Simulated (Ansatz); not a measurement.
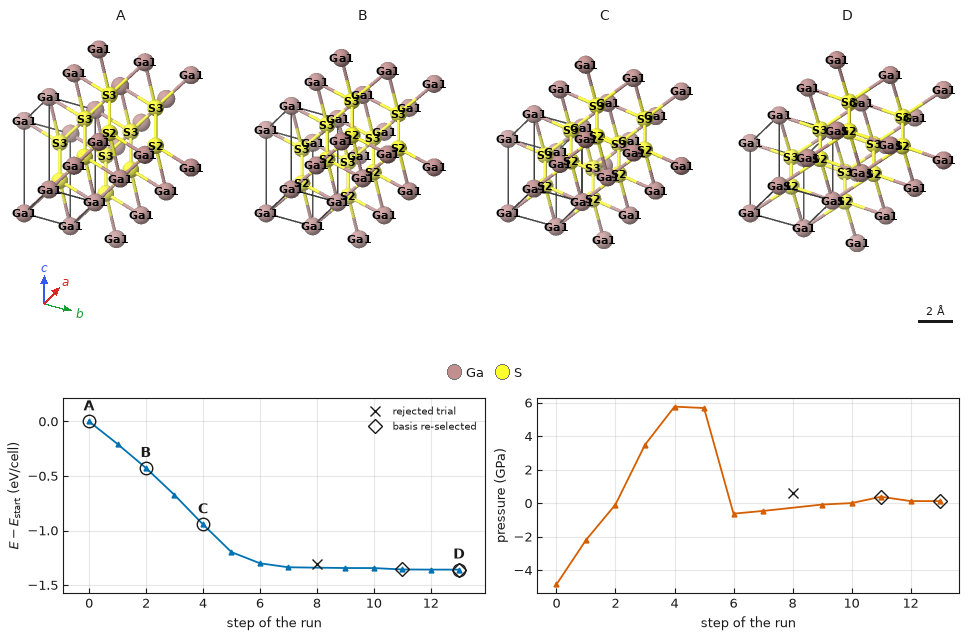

Frames of a relaxation of solid GaS2 (a generated structure, set up in P4/mmm) (coarse preliminary run), marked on the history of the run. The picture is a ball-and-stick view of the cell of the calculation, repeated 3 × 2 × 1 with one cell outlined, seen from a free direction.

These are results of Ansatz, DFT PBE, scalar-relativistic, plane waves, PAW, not measurements. Set-up: plane-wave cutoff 420 eV; k-point mesh 6 × 6 × 4; occupations gaussian; smearing width 0.1 eV; no spin polarisation; cell and atoms relaxed; force threshold 0.04 eV/Å; at most 70 steps.

> Describe the path.

The energy falls by 1.358 eV per cell of the calculation in 10 accepted moves (13 points after the start). The largest force component goes from 0.07 to 0.0048 eV/Å. Pressure: −4.84 GPa at the start and 0.13 GPa at the end. The line search rejected the trial step at point 8 of the run. At 2 points the geometry stayed and the basis and grid were re-selected for the new cell (energy shift of 12.9 meV per cell of the calculation at most each time). The largest moves relative to the cell, 0.016 Å, are those of S2 and S3. S3 goes along +c. Ga stays in place. The volume changes by +2.4 %, with a = b 3.103 → 3.598 Å (+15.9 %), c 6.403 → 4.875 Å (−23.9 %). Near-neighbour distances that change, for instance: S2–S3 3.778 → 2.845 Å, S2–S3 (another image) 2.625 → 2.030 Å, Ga1–S2 2.895 → 2.915 Å. The space group stays P4/mmm (No. 123). From step 0 to 2: volume −8.5 %, energy −0.427 eV per cell of the calculation. From step 2 to 4: volume −5.1 %, energy −0.516 eV per cell of the calculation. From step 4 to 13: volume +17.9 %, energy −0.415 eV per cell of the calculation.

| step | E − E(0), meV/atom | largest force component, eV/Å | pressure, GPa | volume, Å³/atom | note |
| --- | --- | --- | --- | --- | --- |
| 0 | 0.00 | 0.0698 | -4.84 | 20.554 |  |
| 1 | -68.86 | 0.1092 | -2.20 | 19.337 |  |
| 2 | -142.41 | 0.6122 | -0.08 | 18.809 |  |
| 3 | -224.60 | 0.4490 | 3.49 | 18.037 |  |
| 4 | -314.54 | 0.3206 | 5.77 | 17.842 |  |
| 5 | -399.19 | 0.3097 | 5.68 | 18.203 |  |
| 6 | -433.34 | 0.4935 | -0.62 | 20.276 |  |
| 7 | -445.61 | 0.4036 | -0.46 | 20.685 |  |
| 8 | -436.51 | 0.9554 | 0.63 | 21.340 | rejected |
| 9 | -447.89 | 0.0840 | -0.08 | 20.809 |  |
| 10 | -447.99 | 0.0062 | 0.01 | 20.839 |  |
| 11 | -452.29 | 0.0053 | 0.39 | 20.839 | same geometry, new basis |
| 12 | -452.76 | 0.0047 | 0.13 | 21.039 |  |
| 13 | -452.78 | 0.0048 | 0.13 | 21.039 | same geometry, new basis |
